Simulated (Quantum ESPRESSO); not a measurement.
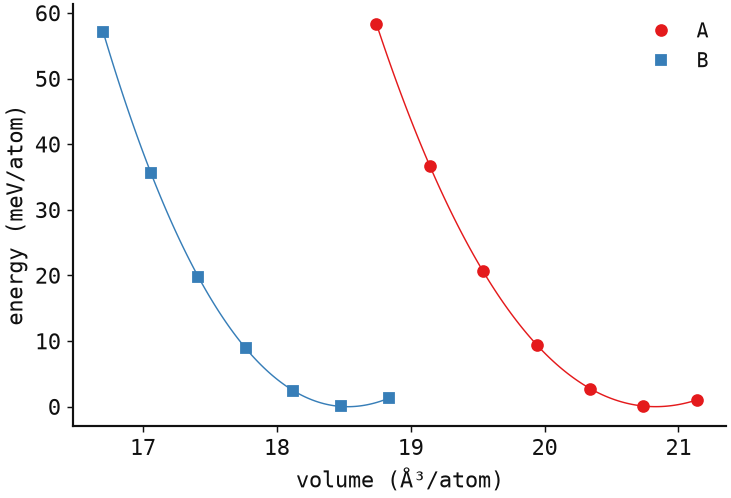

The figure compares two calculations of the energy against volume, each curve from its own zero. The first is for PbO, space group P4/nmm (No. 129).

The cell holds 4 atoms.

Computed with Quantum ESPRESSO 7.5: plane-wave DFT, no spin polarisation; energies at scaled volumes of the given cell, shape and fractions fixed, counted from the fit's minimum, third-order Birch-Murnaghan fit. Level: PBE.

k mesh 7×7×6; occupations Fermi–Dirac; smearing width 0.05 eV; potentials SSSP 1.3 efficiency PBE; wave cutoff 748.3 eV; density cutoff 5987 eV.

In the second, Pb is replaced by Sn on all its sites, which gives SnO in the same structure. The second calculation uses wave cutoff 816.342 eV.

Which of A and B is the second calculation, and what did the change do?

Answer. B. The equilibrium volume falls from 20.83 to 18.53 Å³/atom (−11 %) and the bulk modulus rises from 73.7 to 84.4 GPa (+15 %).

For PbO, limits of the calculation: spin-orbit coupling left out, heavy elements; shape and atomic fractions are frozen while scaling, which makes layered, chain and framework solids too stiff.

For SnO, limits of the calculation: shape and atomic fractions are frozen while scaling, which makes layered, chain and framework solids too stiff.

V0 and the bulk modulus come from third-order Birch–Murnaghan fits.
